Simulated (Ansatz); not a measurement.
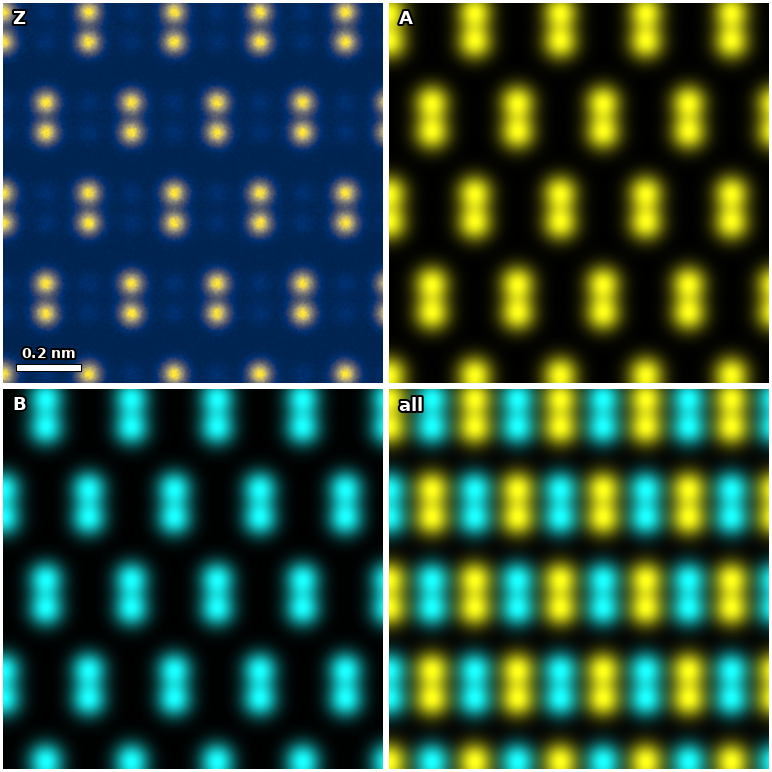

GaN (P6_3/mmc, No. 194) along [101]. Panel Z: Simulation: incoherent imaging, intensity Z^1.8 per atom, probe width 0.57 Å, thin sample. The probe carries 15 % of its weight in a tail 2.5 times as wide. Shot noise was added. The other panels are simulated element maps (the number of atoms of one element along the beam, blurred by 0.9 Å; each on its own scale, no channelling); the last overlays them. Model: the end point of a relaxation with Ansatz, DFT, r2SCAN+rVV10, plane waves, PAW; the starting structure was generated, so it need not be a known form of this composition.

```xyz
4
Lattice="3.3005 0.0000 0.0000 -1.6503 2.8583 0.0000 0.0000 0.0000 4.7062" Properties=species:S:1:pos:R:3 pbc="T T T"
Ga    0.0000    1.9056    1.1766
Ga    1.6503    0.9528    3.5297
N     1.6503    0.9528    1.1766
N     0.0000    1.9056    3.5297
```

> Which element does each lettered map show?

A: Ga, B: N. The projected cell (2.70 × 3.16 Å, 115°) holds 4 columns: 2 of Ga and 2 of N. No column is shared by two of the mapped elements.
